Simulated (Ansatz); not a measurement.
## CoSi: single-point calculation (part 2 of 2)

CoSi (4 atoms in the cell); DFT, PBE, PAW with Ansatz's default frozen-core files, scalar-relativistic, spin-polarised (Ansatz 0.2.0); cutoff 420 eV, 13×13×13 k-mesh, Fermi–Dirac smearing of 0.03 eV, collinear spins. The structure derives from a Materials Project entry. It belongs to a series of runs on one base structure; here: moments start +-, PAW files.

Geometry of the input (Å; fractional positions):
```
2.7813  2.7813  0.0000
2.7813  0.0000  2.7813
2.7813  0.0000  -2.7813
Co 0.0000  0.0000  0.0000
Co 0.0000  0.5000  0.5000
Si 0.5000  0.2500  0.7500
Si 0.5000  0.7500  0.2500
```

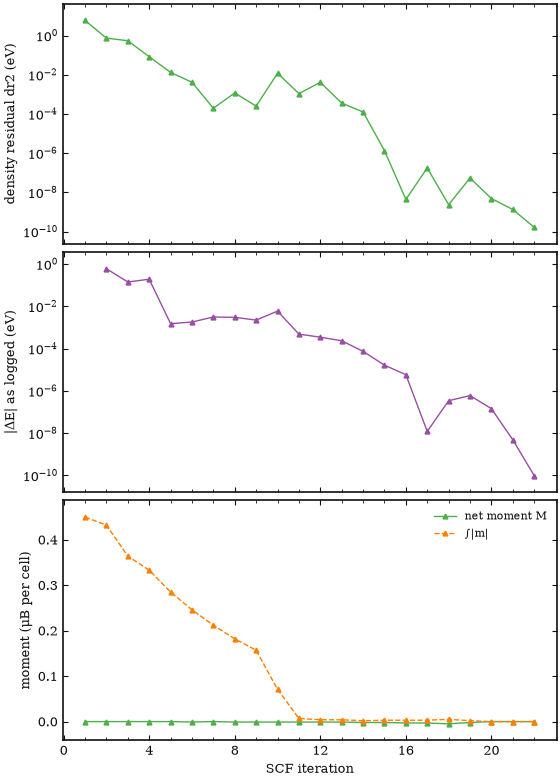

Fig. 1: Convergence of the self-consistent field: density residual dr2, size of the energy change and magnetic moment against the SCF iteration. The residual falls unevenly and jumps up by a factor of two or more 5 times on the way down. The net moment stays at 0.0 μB per cell, and ∫|m| falls to zero.

```
No search for a lower state was made along the close's negative reading: the deck asks for none (scf.lower_state_search: off) (following: asked_to_warn; scf.lower_state_search in the input reference).
SCF converged after 22 iterations
Magnetization: -0.0000 μB (21.0000 up, 21.0000 down)
Absolute magnetization: 0.0000 μB (∫|ρ↑−ρ↓|, with the PAW one-centre terms)
Spin contamination: 0.0000 ħ² per cell (⟨S²⟩ above its minimum at these occupations)
Per-site moments (μB) at R_I (Å): [(-1.7583896189270073e-6, 0.9935911839188726), (-1.577940907611639e-6, 0.9935911839188726), (-4.228487919950986e-8, 0.9935911839188726), (-4.22848791296618e-8, 0.9935911839188726)]
Free energy (F): -11525.480170 eV
Harris-Foulkes:  -11525.480170 eV  (|F-HF|=1.56e-10)
Internal energy: -11525.466897 eV  (E = F + TS)
E sigma→0 (E₀):  -11525.473533 eV
Entropy (-TS):   -0.013273 eV (-3.318 meV/atom)
Fermi energy:    17.354806 eV
--- Per-component energies (eV) ---
  E_band       = -456.015316
  E_kinetic    = 1006.370327
  E_local      = -6988.496608  (includes V_loc(G=0)·N_el)
  E_nonlocal   = 963.410976
  E_hartree    = 3034.418802
  E_xc         = -434.302672
  E_vxc        = -512.150315  (∫ρ·V_xc dr)
  E_paw        = -4061.959083  (= ΣΔE_a)
  E_vpaw       = -993.987205  (= ΣTr[D̂ρ^β])
  E_aug_tail   = 0.000200  (compensation charges beyond the density's cutoff)
  E_ewald      = -5044.908837
  E_smearing   = -0.013273  (= −TS)
  E_closure    = -0.000000  (closes the sum)
  Σ components = -11525.480170   (vs F -11525.480170, Δ=0.00e0)
--- Forces (eV/Å), atoms counted from 1 ---
  atom   1  Co    -0.00000000     0.00000000    -0.00000000
  atom   2  Co     0.00000000     0.00000000    -0.00000000
  atom   3  Si     0.00000000     0.00000000     0.00000000
  atom   4  Si     0.00000000     0.00000000    -0.00000000
  max |Σ_I F_I| component: 3.53e-23 eV/Å
--- Stress (GPa, compression-positive) ---
       -0.644212       0.000000       0.000000
        0.000000      -0.644212       0.000000
       -0.000000       0.000000      -0.644212
  P = ⅓ Tr σ = -0.6442 GPa (-6.442 kbar)
--- Band table (eV; the first three rows and the last of 168) ---
  k-point 0 ↑: bands = ["-77.6621", "-77.6487", "-41.0103", "-41.0103", "-41.0103", "-40.9639", "-40.9639", "-40.9639", "3.1715", "11.5680", "11.5680", "11.5680", "13.6665", "13.6665", "15.7359", "16.1599", "16.1599", "16.1599", "16.9770", "16.9770", "18.7348", "18.7348", "18.7348", "20.4150", "20.4150", "20.4150"]
  k-point 1 ↑: bands = ["-77.6619", "-77.6489", "-41.0096", "-41.0096", "-41.0096", "-40.9647", "-40.9646", "-40.9646", "3.2572", "11.3241", "11.6119", "11.6119", "13.6575", "13.6575", "16.0103", "16.0779", "16.1194", "16.1194", "16.8243", "16.8243", "18.0752", "18.7936", "18.7936", "20.2814", "20.2814", "20.3759"]
  k-point 2 ↑: bands = ["-77.6613", "-77.6494", "-41.0078", "-41.0077", "-41.0077", "-40.9670", "-40.9666", "-40.9666", "3.5124", "10.7110", "11.7414", "11.7414", "13.6301", "13.6301", "15.8483", "15.9995", "15.9995", "16.4767", "16.4767", "16.6876", "16.9721", "18.8899", "18.8899", "19.9738", "19.9738", "20.2860"]
  k-point 83 ↓: bands = ["-77.6556", "-77.6549", "-41.0191", "-41.0191", "-40.9910", "-40.9843", "-40.9570", "-40.9569", "7.5427", "7.9538", "9.8208", "9.9920", "13.6187", "13.9047", "14.5903", "14.6206", "15.0661", "15.1406", "15.7103", "15.8411", "17.1227", "17.1542", "20.3797", "20.7192", "21.6446", "22.5918"]
--- Löwdin populations: 4 sites ---
  site symbol       q [e]    m [muB]
     0     Co     16.6762    -0.0000
     1     Co     16.6762    -0.0000
     2     Si      4.0441    -0.0000
     3     Si      4.0441    -0.0000
  spilling = 0.013321 (of n_electrons = 42.000000)
```

**File populations.tsv**
```
# site	symbol	l	j	q_up	q_dn
# orbitals = lowdin
# n_electrons = 42.000000
# spilling = 0.013321
0	Co	0_3S	-	0.985713	0.985713
0	Co	0_4S	-	0.265161	0.265161
0	Co	1_3P	-	2.996707	2.996707
0	Co	2_3D	-	4.090500	4.090502
1	Co	0_3S	-	0.985713	0.985713
1	Co	0_4S	-	0.265161	0.265161
1	Co	1_3P	-	2.996707	2.996707
1	Co	2_3D	-	4.090498	4.090500
2	Si	0_3S	-	0.608271	0.608271
2	Si	1_3P	-	1.413782	1.413782
3	Si	0_3S	-	0.608271	0.608271
3	Si	1_3P	-	1.413782	1.413782
```

**File rho_z.tsv**
```
# z_ang	rho[e/angstrom^3]	rho_spin[e/angstrom^3]
# format = ansatz-planar-average/11
# lattice	2.781334000	2.781334000	0.000000000
# lattice	2.781334000	0.000000000	2.781334000
# lattice	2.781334000	0.000000000	-2.781334000
# sites	4
# site	27	0.000000000	0.000000000	0.000000000
# site	27	2.781334000	0.000000000	0.000000000
# site	14	4.172001000	1.390667000	-1.390667000
# site	14	4.172001000	1.390667000	1.390667000
0.000000	1.913243e0	-1.281410e-7
0.145681	1.736529e0	-1.114882e-7
0.291363	1.331952e0	-7.245354e-8
0.437044	9.271877e-1	-3.324325e-8
0.582726	6.443107e-1	-8.108110e-9
0.728407	4.842177e-1	1.386967e-9
0.874089	4.093400e-1	-1.283866e-9
1.019770	3.954029e-1	-1.207184e-8
1.165452	4.381879e-1	-2.854011e-8
1.311133	5.512421e-1	-4.958006e-8
1.456815	7.685725e-1	-7.497566e-8
1.602496	1.118339e0	-1.027069e-7
1.748178	1.547710e0	-1.228551e-7
1.893859	1.866690e0	-1.294733e-7
2.039541	1.866690e0	-1.294733e-7
2.185222	1.547710e0	-1.228551e-7
2.330904	1.118339e0	-1.027069e-7
2.476585	7.685725e-1	-7.497566e-8
2.622267	5.512421e-1	-4.958006e-8
2.767948	4.381879e-1	-2.854011e-8
2.913630	3.954029e-1	-1.207184e-8
3.059311	4.093400e-1	-1.283866e-9
3.204993	4.842177e-1	1.386967e-9
3.350674	6.443107e-1	-8.108110e-9
3.496356	9.271877e-1	-3.324325e-8
3.642037	1.331952e0	-7.245354e-8
3.787719	1.736529e0	-1.114882e-7
```

**File v_z.tsv**
```
# z_ang	v_es[eV]	v_tot_up[eV]	v_tot_dn[eV]
# format = ansatz-planar-average/11
# xc	pbe
# density_cutoff_ev	1680
# datasets	Co=:simpson_from_first_knot:soft	Si=:simpson_from_first_knot:soft
# lattice	2.781334000	2.781334000	0.000000000
# lattice	2.781334000	0.000000000	2.781334000
# lattice	2.781334000	0.000000000	-2.781334000
# sites	4
# site	27	0.000000000	0.000000000	0.000000000
# site	27	2.781334000	0.000000000	0.000000000
# site	14	4.172001000	1.390667000	-1.390667000
# site	14	4.172001000	1.390667000	1.390667000
0.000000	5.290870e0	-8.143664e0	-8.143663e0
0.145681	5.163037e0	-8.169467e0	-8.169466e0
0.291363	4.951714e0	-8.178216e0	-8.178216e0
0.437044	4.881586e0	-8.065583e0	-8.065582e0
0.582726	5.047129e0	-7.715802e0	-7.715802e0
0.728407	5.422984e0	-7.133697e0	-7.133697e0
0.874089	5.794010e0	-6.601281e0	-6.601281e0
1.019770	5.887349e0	-6.470772e0	-6.470772e0
1.165452	5.627806e0	-6.836767e0	-6.836767e0
1.311133	5.218107e0	-7.441783e0	-7.441784e0
1.456815	4.932380e0	-7.926316e0	-7.926317e0
1.602496	4.891061e0	-8.143896e0	-8.143897e0
1.748178	5.050143e0	-8.182838e0	-8.182839e0
1.893859	5.255101e0	-8.151702e0	-8.151703e0
2.039541	5.255101e0	-8.151702e0	-8.151703e0
2.185222	5.050143e0	-8.182838e0	-8.182839e0
2.330904	4.891061e0	-8.143896e0	-8.143897e0
2.476585	4.932380e0	-7.926316e0	-7.926317e0
2.622267	5.218107e0	-7.441783e0	-7.441784e0
2.767948	5.627806e0	-6.836767e0	-6.836767e0
2.913630	5.887349e0	-6.470772e0	-6.470772e0
3.059311	5.794010e0	-6.601281e0	-6.601281e0
3.204993	5.422984e0	-7.133697e0	-7.133697e0
3.350674	5.047129e0	-7.715802e0	-7.715802e0
3.496356	4.881586e0	-8.065583e0	-8.065582e0
3.642037	4.951714e0	-8.178216e0	-8.178216e0
3.787719	5.163037e0	-8.169467e0	-8.169466e0
```

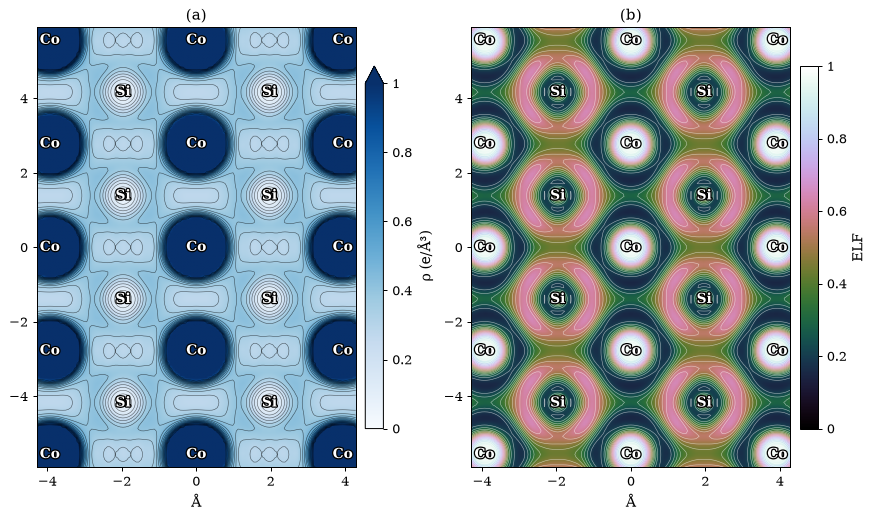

Fig. 2: (a) valence charge density (pseudo); (b) ELF on the (011) plane of the calculation cell. The section cuts through Co and Si sites. Co–Si (2.41 Å): the density is about 0.41 e/Å³ at the midpoint; the ELF is about 0.45 at the midpoint. Away from the nuclei the density in this plane falls to 0.27 e/Å³ at its lowest. The strong features right at Co lie inside the PAW spheres (semicore, d or f shells) and say nothing about bonding. The fields are those of the smooth PAW valence density.
